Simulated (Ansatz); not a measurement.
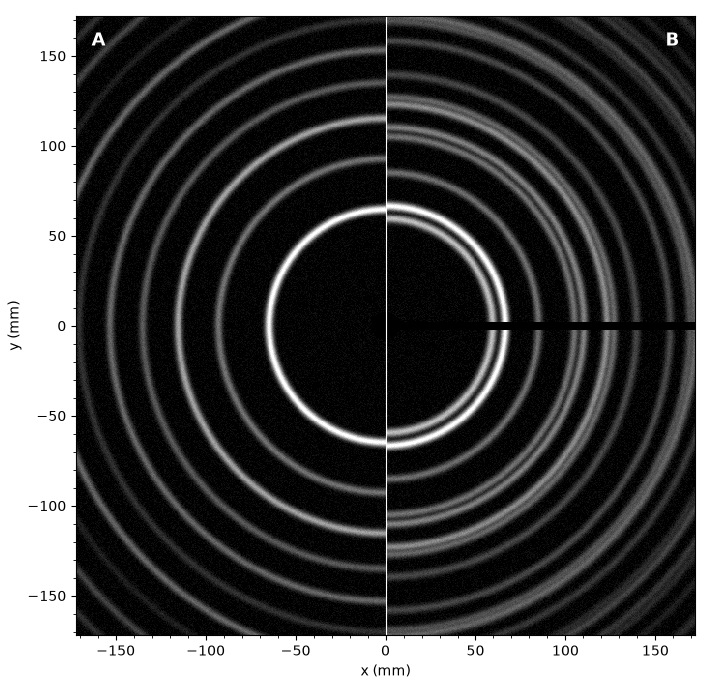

Simulated X-ray powder rings on a flat area detector normal to the beam: λ = 0.4133 Å, sample-to-detector distance 340 mm, axes in mm from the beam centre, for a fine-grained powder without texture. Kinematic intensities with B = 0.5 Å² for all atoms, without absorption; brightness goes as intensity to the power 0.5, clipped at the top, with counting noise. Reflections closer than the ring width show as one ring. The left and right halves show two different samples, each scaled to its strongest ring.

Structure 1:
Space group P6_3/mmc (No. 194). a = 2.767 Å, b = 2.767 Å, c = 4.760 Å, α = 90.00°, β = 90.00°, γ = 120.00°
```csv
atom,site,symmetry,x,y,z
Pt,2d,-6m2,0.3333,0.6667,0.7500
```

Structure 2:
```cif
data_structure
_symmetry_space_group_name_H-M 'Im-3m'
_symmetry_Int_Tables_number 229
_cell_length_a 3.1113
_cell_length_b 3.1113
_cell_length_c 3.1113
_cell_angle_alpha 90.000
_cell_angle_beta 90.000
_cell_angle_gamma 90.000
_cell_volume 30.12
loop_
_atom_site_label
_atom_site_type_symbol
_atom_site_symmetry_multiplicity
_atom_site_Wyckoff_symbol
_atom_site_fract_x
_atom_site_fract_y
_atom_site_fract_z
_atom_site_occupancy
Pt1 Pt 2 a 0.00000 0.00000 0.00000 1
```

Origins: 1, coordinates from a relaxation at fixed volume with DFT PBE, spin-orbit coupling, plane waves, PAW in Ansatz; the starting structure was generated, so it need not be a known form of this composition; 2, the input geometry of an electronic-structure calculation (not necessarily at equilibrium); the starting structure was generated, so it need not be a known form of this composition.

Which structure gives which half?

Half A is structure 2 (Pt): 110 at 64.7 mm (d = 2.20 Å), 200 at 92.8 mm (d = 1.556 Å), 211 at 115.3 mm (d = 1.270 Å), 220 at 135.0 mm (d = 1.100 Å).
Half B is structure 1 (Pt): 100 + 002 at 59.5 mm (d = 2.40 + 2.38 Å), 101 at 66.6 mm (d = 2.14 Å), 102 at 85.1 mm (d = 1.689 Å), 110 at 105.1 mm (d = 1.384 Å).
